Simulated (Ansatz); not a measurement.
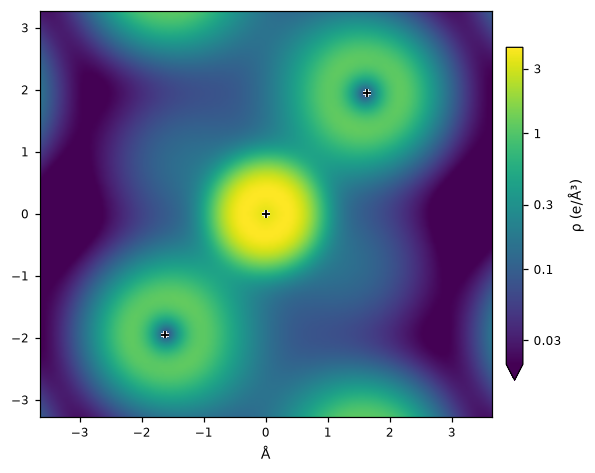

The valence electron density on a plane through atoms (crosses mark nuclei in the plane).

The calculation used DFT PBEsol, scalar-relativistic, plane waves, PAW in Ansatz.

Candidates:
A. BN, a = 3.61 Å, b = 3.61 Å, c = 3.61 Å, α = 90.00°, β = 90.00°, γ = 90.00°. Space group F-43m; a structure from a database of computed crystals, not necessarily the ambient phase; PAW files of the earlier set (soft_1).
B. ZrS$_{2}$, a = 3.37 Å, b = 3.37 Å, c = 6.59 Å, α = 90.00°, β = 90.00°, γ = 120.00°. Space group P-3m1; not relaxed (largest force 0.7 eV/Å); computed pressure about 4 GPa in this cell; PAW files of the earlier set (soft_1).

### Which candidate gave the map?

Candidate B: ZrS$_{2}$ on the (110) plane of the conventional cell, which holds Zr and S. Zr–S (2.54 Å): the density is about 0.45 e/Å³ at the midpoint.
